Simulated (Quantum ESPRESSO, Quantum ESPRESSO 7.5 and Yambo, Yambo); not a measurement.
# As (buckled honeycomb monolayer): G0W0 with Yambo, start to end

How does a plane-wave GW calculation on As (buckled honeycomb monolayer) run from the first input to the gap?

Main program and level: Quantum ESPRESSO 7.5 and Yambo 5.3.0; PBE and many-body steps on it, plane waves.

### 1. The structure

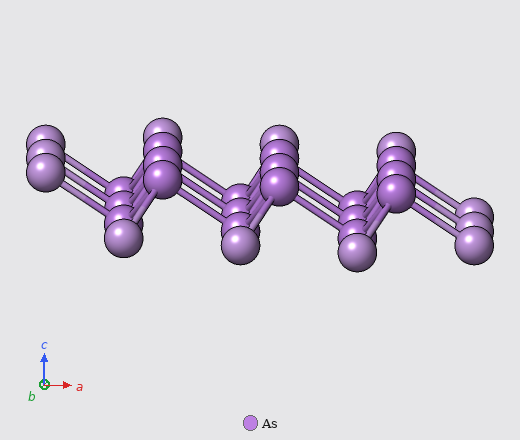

Start, viewed nearly edge on; arsenic purple. 3×3×1 cells are drawn. Some periodic images of atoms are drawn too.

The cell holds 2 atoms: 2 As. Its edges and angles: a = 3.611 Å, b = 3.611 Å, c = 14.000 Å, α = 90.0°, β = 90.0°, γ = 120.0°. Vacuum lies along c.

The structure was relaxed with PBE. The runs that relaxed it are not among those shown.

### 2. Ground state

This step: Quantum ESPRESSO 7.5; DFT, PBE, plane waves, norm-conserving pseudopotentials.

The ground-state density comes first.

pw.in reads:

```
&control
  calculation = 'scf'
  prefix = 'x'
  outdir = 'o'
  pseudo_dir = 'pseudo'
/
&system
  ibrav = 0
  nat = 2
  ntyp = 1
  ecutwfc = 76.0
  nbnd = 20
  force_symmorphic = .true.
/
&electrons
  conv_thr = 1e-10
  electron_maxstep = 80
  mixing_beta = 0.5
/
ATOMIC_SPECIES
  As 74.922 As.upf
CELL_PARAMETERS angstrom
  3.6113925482 -0.0000000001 0.0000000000
  -1.8056962741 3.1275576898 0.0000000000
  0.0000000000 0.0000000000 14.0000000000
ATOMIC_POSITIONS crystal
  As 0.3333333333 0.6666666667 0.4503491423
  As 0.6666666667 0.3333333333 0.5496508577
K_POINTS automatic
  12 12 1 0 0 0
```

The run is started by

```sh
> OMP_NUM_THREADS=1 mpirun -n 8 pw.x -nk 8 -in pw.in > pw.out
```

The log of the run:

```text
Program PWSCF v.7.5 starts

     This program is part of the open-source Quantum ESPRESSO suite
     for quantum simulation of materials; please cite
         "P. Giannozzi et al., J. Phys.:Condens. Matter 21 395502 (2009);
         "P. Giannozzi et al., J. Phys.:Condens. Matter 29 465901 (2017);
         "P. Giannozzi et al., J. Chem. Phys. 152 154105 (2020);
     in publications or presentations arising from this work. More details at
     Message from routine setup:
     using ibrav=0 with symmetry is DISCOURAGED, use correct ibrav instead

     G-vector sticks info

     bravais-lattice index     =            0
     lattice parameter (alat)  =       6.8245  a.u.
     unit-cell volume          =    1067.0989 (a.u.)^3
     number of atoms/cell      =            2
     number of atomic types    =            1
     number of electrons       =        30.00
     number of Kohn-Sham states=           20
     kinetic-energy cutoff     =      76.0000  Ry
     charge density cutoff     =     304.0000  Ry
     scf convergence threshold =      1.0E-10
     mixing beta               =       0.5000
     number of iterations used =            8  plain     mixing
     Exchange-correlation= PBE
                           (   1   4   3   4   0   0   0)

     celldm(1)=   6.824543  celldm(2)=   0.000000  celldm(3)=   0.000000
     celldm(4)=   0.000000  celldm(5)=   0.000000  celldm(6)=   0.000000

     crystal axes: (cart. coord. in units of alat)
               a(1) = (   1.000000  -0.000000   0.000000 )
               a(2) = (  -0.500000   0.866025   0.000000 )
               a(3) = (   0.000000   0.000000   3.876621 )

     reciprocal axes: (cart. coord. in units 2 pi/alat)
               b(1) = (  1.000000  0.577350 -0.000000 )
               b(2) = (  0.000000  1.154701 -0.000000 )
               b(3) = ( -0.000000 -0.000000  0.257957 )
     Pseudo is Norm-conserving + core correction, Zval = 15.0
     Generated using ONCVPSP code by D. R. Hamann
     Using radial grid of 1358 points,  6 beta functions with:
     As               15.00    74.92200     As( 1.00)

     12 Sym. Ops., with inversion, found

   Cartesian axes

     site n.     atom                  positions (alat units)
         1        As     tau(   1) = (  -0.0000000   0.5773503   1.7458329  )
         2        As     tau(   2) = (   0.5000000   0.2886751   2.1307880  )

     number of k points=    19
                       cart. coord. in units 2pi/alat
        k(    1) = (   0.0000000   0.0000000   0.0000000), wk =   0.0138889
        k(    2) = (   0.0000000   0.0962250   0.0000000), wk =   0.0833333
        k(    3) = (   0.0000000   0.1924501   0.0000000), wk =   0.0833333
        k(    4) = (   0.0000000   0.2886751   0.0000000), wk =   0.0833333
        k(    5) = (   0.0000000   0.3849002   0.0000000), wk =   0.0833333
        k(    6) = (   0.0000000   0.4811252   0.0000000), wk =   0.0833333
        k(    7) = (  -0.0000000  -0.5773503   0.0000000), wk =   0.0416667
        k(    8) = (   0.0833333   0.1443376   0.0000000), wk =   0.0833333
        k(    9) = (   0.0833333   0.2405626   0.0000000), wk =   0.1666667
        k(   10) = (   0.0833333   0.3367877   0.0000000), wk =   0.1666667
     [... 7 further rows ...]
        k(   18) = (   0.2500000   0.5292377   0.0000000), wk =   0.1666667
        k(   19) = (   0.3333333   0.5773503   0.0000000), wk =   0.0277778

     Dense  grid:    95457 G-vectors     FFT dimensions: (  40,  40, 150)

     Initial potential from superposition of free atoms

     starting charge      29.9995, renormalised to      30.0000
     Starting wfcs are   18 randomized atomic wfcs +    2 random wfcs

     per-process dynamical memory:    65.6 Mb

     Self-consistent Calculation

     iteration #  1     ecut=    76.00 Ry     beta= 0.50

     Threshold (ethr) on eigenvalues was too large:
     Diagonalizing with lowered threshold

     total energy              =    -424.26399886 Ry
     estimated scf accuracy    <       0.02193908 Ry

     iteration #  2     ecut=    76.00 Ry     beta= 0.50

     total energy              =    -424.26433335 Ry
     estimated scf accuracy    <       0.00360337 Ry

     iteration #  3     ecut=    76.00 Ry     beta= 0.50

     total energy              =    -424.26456637 Ry
     estimated scf accuracy    <       0.00009679 Ry

     iteration #  4     ecut=    76.00 Ry     beta= 0.50

     total energy              =    -424.26458038 Ry
     estimated scf accuracy    <       0.00000663 Ry

     iteration #  5     ecut=    76.00 Ry     beta= 0.50

     total energy              =    -424.26458101 Ry
     estimated scf accuracy    <       0.00000030 Ry

     iteration #  6     ecut=    76.00 Ry     beta= 0.50

     total energy              =    -424.26458111 Ry
     estimated scf accuracy    <       0.00000002 Ry

     iteration #  7     ecut=    76.00 Ry     beta= 0.50

     total energy              =    -424.26458111 Ry
     estimated scf accuracy    <          3.4E-09 Ry

     iteration #  8     ecut=    76.00 Ry     beta= 0.50

     total energy              =    -424.26458111 Ry
     estimated scf accuracy    <          1.1E-09 Ry

     iteration #  9     ecut=    76.00 Ry     beta= 0.50

     End of self-consistent calculation

          k = 0.0000 0.0000 0.0000 ( 12049 PWs)   bands (ev):

   -36.3873 -36.3873 -36.3561 -36.3561 -36.2863 -36.2765 -36.2765 -36.2273
   -36.2183 -36.2183 -14.6245  -8.3377  -1.7059  -1.1908  -1.1908   0.7449
     2.3021   2.3021   3.8047   3.8602

          k = 0.0000 0.0962 0.0000 ( 11989 PWs)   bands (ev):

   -36.3873 -36.3855 -36.3552 -36.3541 -36.2872 -36.2775 -36.2751 -36.2286
   -36.2198 -36.2182 -14.5328  -8.3273  -2.0745  -1.6627  -1.3946   1.3674
     2.1899   2.5099   3.9152   3.9939

          k = 0.0000 0.1925 0.0000 ( 11975 PWs)   bands (ev):

   -36.3873 -36.3810 -36.3528 -36.3493 -36.2892 -36.2808 -36.2718 -36.2331
   -36.2236 -36.2185 -14.2603  -8.3435  -3.3765  -1.8475  -1.5718   1.0689
     2.8740   2.9194   4.2002   4.3711

          k = 0.0000 0.2887 0.0000 ( 11950 PWs)   bands (ev):

     [... further k-points ...]

     highest occupied, lowest unoccupied level (ev):    -1.1908    0.4471

!    total energy              =    -424.26458111 Ry
     estimated scf accuracy    <          5.3E-11 Ry

     The total energy is the sum of the following terms:
     one-electron contribution =    -992.13734684 Ry
     hartree contribution      =     499.05626769 Ry
     xc contribution           =     -94.93549001 Ry
     ewald contribution        =     163.75198804 Ry

     convergence has been achieved in   9 iterations

     XML data file, charge density, pseudopotentials, collected wavefunctions

=------------------------------------------------------------------------------=
   JOB DONE.
=------------------------------------------------------------------------------=
```

Wall time 20 s (8 MPI ranks of AMD EPYC 7R43, shared host); peak memory 0.93 GiB.

Numbers from this step:

```yaml
total_energy: -5772.4137 eV
gap: 1.638 eV
k_of_the_valence_top: 0, 0, 0
k_of_the_conduction_bottom: 0, 0.3333, 0
least_direct_gap: 1.936 eV
```

The gap is indirect, with the least direct gap 0.30 eV higher.

### 3. Bands along the symmetry lines

Levels along a band path, at the cheap level, show where the edges lie and whether the meshes to come will hold them.

pw.in reads:

```
&control
  calculation = 'bands'
  prefix = 'x'
  outdir = 'o'
  pseudo_dir = 'pseudo'
/
&system
  ibrav = 0
  nat = 2
  ntyp = 1
  ecutwfc = 76.0
  nbnd = 21
  force_symmorphic = .true.
/
&electrons
  conv_thr = 1e-9
  electron_maxstep = 80
  diago_full_acc = .true.
  diago_thr_init = 5e-6
/
ATOMIC_SPECIES
  As 74.922 As.upf
CELL_PARAMETERS angstrom
  3.6113925482 -0.0000000001 0.0000000000
  -1.8056962741 3.1275576898 0.0000000000
  0.0000000000 0.0000000000 14.0000000000
ATOMIC_POSITIONS crystal
  As 0.3333333333 0.6666666667 0.4503491423
  As 0.6666666667 0.3333333333 0.5496508577
K_POINTS crystal
  25
  0.00000000 0.00000000 0.00000000 1
  0.06250000 0.00000000 0.00000000 1
  0.12500000 0.00000000 0.00000000 1
  0.18750000 0.00000000 0.00000000 1
  0.25000000 0.00000000 0.00000000 1
  0.31250000 0.00000000 0.00000000 1
  0.37500000 0.00000000 0.00000000 1
  0.43750000 0.00000000 0.00000000 1
  0.50000000 0.00000000 0.00000000 1
  0.47916667 0.04166667 0.00000000 1
  0.45833333 0.08333333 0.00000000 1
  0.43750000 0.12500000 0.00000000 1
  0.41666666 0.16666666 0.00000000 1
  0.39583333 0.20833333 0.00000000 1
  0.37500000 0.25000000 0.00000000 1
  0.35416666 0.29166666 0.00000000 1
  0.33333333 0.33333333 0.00000000 1
  0.29166666 0.29166666 0.00000000 1
  0.25000000 0.25000000 0.00000000 1
  0.20833333 0.20833333 0.00000000 1
  0.16666666 0.16666666 0.00000000 1
  0.12500000 0.12500000 0.00000000 1
  0.08333333 0.08333333 0.00000000 1
  0.04166667 0.04166667 0.00000000 1
  0.00000000 0.00000000 0.00000000 1
```

The log of the run:

```text
[banner, memory and clock lines left out]
Program PWSCF v.7.5 starts

     Atomic positions and unit cell read from directory:
     o/x.save/

     Message from routine setup:
     using ibrav=0 with symmetry is DISCOURAGED, use correct ibrav instead

     G-vector sticks info

     bravais-lattice index     =            0
     lattice parameter (alat)  =       6.8245  a.u.
     unit-cell volume          =    1067.0989 (a.u.)^3
     number of atoms/cell      =            2
     number of atomic types    =            1
     number of electrons       =        30.00
     number of Kohn-Sham states=           21
     kinetic-energy cutoff     =      76.0000  Ry
     charge density cutoff     =     304.0000  Ry
     Exchange-correlation= PBE
                           (   1   4   3   4   0   0   0)

     celldm(1)=   6.824543  celldm(2)=   0.000000  celldm(3)=   0.000000
     celldm(4)=   0.000000  celldm(5)=   0.000000  celldm(6)=   0.000000

     crystal axes: (cart. coord. in units of alat)
               a(1) = (   1.000000  -0.000000   0.000000 )
               a(2) = (  -0.500000   0.866025   0.000000 )
               a(3) = (   0.000000   0.000000   3.876621 )

     reciprocal axes: (cart. coord. in units 2 pi/alat)
               b(1) = (  1.000000  0.577350 -0.000000 )
               b(2) = (  0.000000  1.154701 -0.000000 )
               b(3) = ( -0.000000 -0.000000  0.257957 )
     Pseudo is Norm-conserving + core correction, Zval = 15.0
     Generated using ONCVPSP code by D. R. Hamann
     Using radial grid of 1358 points,  6 beta functions with:
     As               15.00    74.92200     As( 1.00)

     12 Sym. Ops., with inversion, found

   Cartesian axes

     site n.     atom                  positions (alat units)
         1        As     tau(   1) = (  -0.0000000   0.5773503   1.7458329  )
         2        As     tau(   2) = (   0.5000000   0.2886751   2.1307880  )

     number of k points=    25
                       cart. coord. in units 2pi/alat
        k(    1) = (   0.0000000   0.0000000   0.0000000), wk =   0.0800000
        k(    2) = (   0.0625000   0.0360844   0.0000000), wk =   0.0800000
        k(    3) = (   0.1250000   0.0721688   0.0000000), wk =   0.0800000
[...]
[... 13 further rows ...]
        k(   24) = (   0.0416667   0.0721688   0.0000000), wk =   0.0800000
        k(   25) = (   0.0000000   0.0000000   0.0000000), wk =   0.0800000

     Dense  grid:    95457 G-vectors     FFT dimensions: (  40,  40, 150)

     The potential is recalculated from file :
     o/x.save/charge-density

     Starting wfcs are   18 randomized atomic wfcs +    3 random wfcs

     Band Structure Calculation

     End of band structure calculation

          k = 0.0000 0.0000 0.0000 ( 12049 PWs)   bands (ev):

   -36.3872 -36.3872 -36.3560 -36.3560 -36.2863 -36.2764 -36.2764 -36.2272
   -36.2183 -36.2183 -14.6245  -8.3377  -1.7059  -1.1908  -1.1908   0.7449
     2.3021   2.3021   3.8047   3.8602   5.7462

          k = 0.0625 0.0361 0.0000 ( 11985 PWs)   bands (ev):

   -36.3872 -36.3862 -36.3554 -36.3548 -36.2867 -36.2770 -36.2756 -36.2279
[...]
2.1950   2.4249   3.8684   3.9350   5.8020

          k = 0.1250 0.0722 0.0000 ( 11987 PWs)   bands (ev):

[...]
2.4732   2.7124   4.0401   4.1608   5.9159

[...]
k = 0.0417 0.0722 0.0000 ( 11985 PWs)   bands (ev):

[...]
2.1287   2.4940   3.8892   3.9599   5.8178

          k = 0.0000 0.0000 0.0000 ( 12049 PWs)   bands (ev):

   -36.3872 -36.3872 -36.3560 -36.3560 -36.2863 -36.2764 -36.2764 -36.2272
   -36.2183 -36.2183 -14.6245  -8.3377  -1.7059  -1.1908  -1.1908   0.7449
     2.3021   2.3021   3.8047   3.8602   5.7462

     XML data file, pseudopotentials, collected wavefunctions
```

Wall time 9.3 s (8 MPI ranks); peak memory 0.8 GiB.

Numbers from this step:

* gap: 1.622 eV
* k of the valence top: 0, 0, 0
* k of the conduction bottom: 0.3125, 0, 0
* least direct gap: 1.936 eV

The gap is 1.622 eV, −0.015 eV from the run before at this level.

The electronic bands at the labelled points (eV, zero at the top of the highest filled band):

```tsv
point	band 12	band 13	band 14	band 15	band 16	band 17	band 18	band 19
Γ	-7.15	-0.52	0.00	0.00	1.94	3.49	3.49	5.00
M	-9.09	-3.37	-1.86	-1.54	1.99	3.17	4.51	6.32
K	-9.92	-4.32	-1.96	-1.96	2.04	4.57	4.57	8.11
Γ	-7.15	-0.52	0.00	0.00	1.94	3.49	3.49	5.00
```

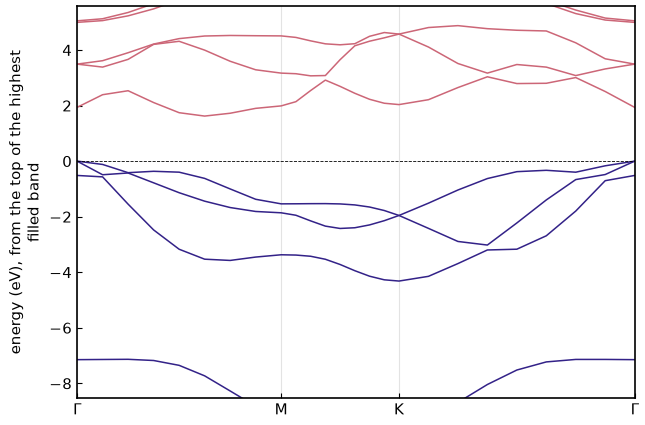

Electronic bands along the path; lines of filled and empty bands in two colours.

### 4. Empty states on the mesh, 6×6×1 mesh, 89 bands

The sums over transitions need many empty states on a uniform mesh; this step solves for them.

pw.in reads:

```
&control
  calculation = 'nscf'
  prefix = 'x'
  outdir = 'o'
  pseudo_dir = 'pseudo'
/
&system
  ibrav = 0
  nat = 2
  ntyp = 1
  ecutwfc = 76.0
  nbnd = 89
  force_symmorphic = .true.
/
&electrons
  conv_thr = 1e-9
  electron_maxstep = 80
  diago_full_acc = .true.
  diago_thr_init = 5e-6
/
ATOMIC_SPECIES
  As 74.922 As.upf
CELL_PARAMETERS angstrom
  3.6113925482 -0.0000000001 0.0000000000
  -1.8056962741 3.1275576898 0.0000000000
  0.0000000000 0.0000000000 14.0000000000
ATOMIC_POSITIONS crystal
  As 0.3333333333 0.6666666667 0.4503491423
  As 0.6666666667 0.3333333333 0.5496508577
K_POINTS automatic
  6 6 1 0 0 0
```

The run is started by

```sh
> OMP_NUM_THREADS=1 mpirun -n 8 pw.x -nk 4 -in pw.in > pw.out
```

The log of the run:

```text
[banner, memory and clock lines left out]
Program PWSCF v.7.5 starts

     Atomic positions and unit cell read from directory:
     o/x.save/

     Message from routine setup:
     using ibrav=0 with symmetry is DISCOURAGED, use correct ibrav instead

     bravais-lattice index     =            0
     lattice parameter (alat)  =       6.8245  a.u.
     unit-cell volume          =    1067.0989 (a.u.)^3
     number of atoms/cell      =            2
     number of atomic types    =            1
     number of electrons       =        30.00
     number of Kohn-Sham states=           89
     kinetic-energy cutoff     =      76.0000  Ry
     charge density cutoff     =     304.0000  Ry
     Exchange-correlation= PBE
                           (   1   4   3   4   0   0   0)

     celldm(1)=   6.824543  celldm(2)=   0.000000  celldm(3)=   0.000000
     celldm(4)=   0.000000  celldm(5)=   0.000000  celldm(6)=   0.000000

     crystal axes: (cart. coord. in units of alat)
               a(1) = (   1.000000  -0.000000   0.000000 )
               a(2) = (  -0.500000   0.866025   0.000000 )
               a(3) = (   0.000000   0.000000   3.876621 )

     reciprocal axes: (cart. coord. in units 2 pi/alat)
               b(1) = (  1.000000  0.577350 -0.000000 )
               b(2) = (  0.000000  1.154701 -0.000000 )
               b(3) = ( -0.000000 -0.000000  0.257957 )
     Pseudo is Norm-conserving + core correction, Zval = 15.0
     Generated using ONCVPSP code by D. R. Hamann
     Using radial grid of 1358 points,  6 beta functions with:
     As               15.00    74.92200     As( 1.00)

     12 Sym. Ops., with inversion, found

   Cartesian axes

     site n.     atom                  positions (alat units)
         1        As     tau(   1) = (  -0.0000000   0.5773503   1.7458329  )
         2        As     tau(   2) = (   0.5000000   0.2886751   2.1307880  )

     number of k points=     7
                       cart. coord. in units 2pi/alat
        k(    1) = (   0.0000000   0.0000000   0.0000000), wk =   0.0555556
        k(    2) = (   0.0000000   0.1924501   0.0000000), wk =   0.3333333
        k(    3) = (   0.0000000   0.3849002   0.0000000), wk =   0.3333333
        k(    4) = (  -0.0000000  -0.5773503   0.0000000), wk =   0.1666667
        k(    5) = (   0.1666667   0.2886751   0.0000000), wk =   0.3333333
        k(    6) = (   0.1666667   0.4811252   0.0000000), wk =   0.6666667
        k(    7) = (   0.3333333   0.5773503   0.0000000), wk =   0.1111111

     Dense  grid:    95457 G-vectors     FFT dimensions: (  40,  40, 150)

     The potential is recalculated from file :
     o/x.save/charge-density

     Starting wfcs are   18 randomized atomic wfcs +   71 random wfcs

     Band Structure Calculation

     End of band structure calculation

          k = 0.0000 0.0000 0.0000 ( 12049 PWs)   bands (ev):

   -36.3872 -36.3872 -36.3560 -36.3560 -36.2863 -36.2764 -36.2764 -36.2272
   -36.2183 -36.2183 -14.6245  -8.3377  -1.7059  -1.1908  -1.1908   0.7449
     2.3021   2.3021   3.8047   3.8602   5.7462   7.0097   8.0039   8.9776
[...]
33.8997

          k = 0.0000 0.1925 0.0000 ( 11975 PWs)   bands (ev):

[...]
34.7895

          k = 0.0000 0.3849 0.0000 ( 11944 PWs)   bands (ev):

[...]
29.6949  29.9048  29.9395  30.4629  30.6375  31.1528  31.4642  31.5106
    32.1847  32.9839  33.2706  33.4575  33.5267  33.6551  33.7713  33.8466
    34.2831

          k =-0.0000-0.5774 0.0000 ( 11918 PWs)   bands (ev):

     [... further k-points ...]

     highest occupied, lowest unoccupied level (ev):    -1.1908    0.4471

     XML data file, pseudopotentials, collected wavefunctions
```

Run time: 14 s. Hardware: 8 MPI ranks; peak memory 0.87 GiB; 1.7 min of CPU time.

Numbers from this step:

* gap: 1.638 eV
* k of the valence top: 0, 0, 0
* k of the conduction bottom: 0, 0.3333, 0
* least direct gap: 1.936 eV
* k points computed: 7
* lowest point of the top converged band, above the valence top: 35.09 eV

On this mesh the gap is 1.638 eV.

(Continued in part 2 of 2.)

[Paths, hosts, dates, memory and timing lines, banners, echoed tables and standing remarks are left out of the program output.]

[Logs are printed without paths, hosts, clocks, repeated set-up lines and the standing remarks that a program may print on its own settings, such as how far it seeks lower states.]

[Runs of the session that timed out or met a known fault of the program may be left out.]

[Hosts, paths, dates, database ids (printed as entryN), source tags and the programs' standing remarks are cut or masked in the printed files.]
